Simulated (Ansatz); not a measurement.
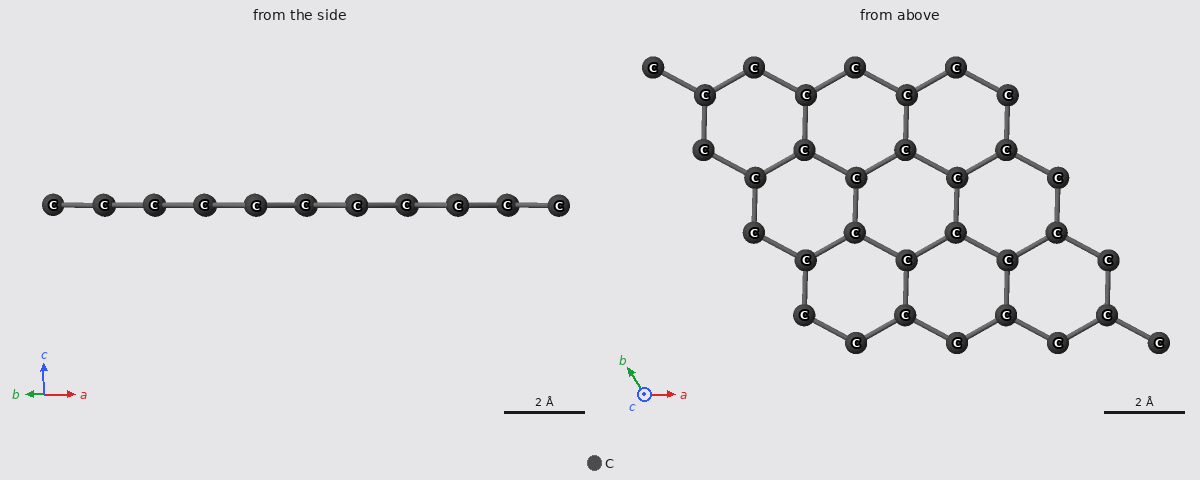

A ball-and-stick picture of a periodic sheet, seen from the side and from above. The surface normal points up in side views; the vacuum is left out. 4×4 cells are drawn in the plane, with atoms at the edges repeated.

The cell holds 2 C.

### Read the thickness off the scale bar.

About 0.0 Å from the lowest to the highest atom.

### How are the atoms coordinated and connected?

C bonds to three C in a distorted trigonal planar arrangement at about 1.4 to 1.5 Å. The bonds build C layers parallel to the surface.

Starting structure: a structure listed in the Materials Project. The cell was then strained or its atoms displaced on purpose. It went into a calculation with Ansatz.

At this level of theory the run's own cell isn't at rest (forces up to 2.0 eV/Å), so its distances can differ from those at equilibrium, the more so the softer the solid.
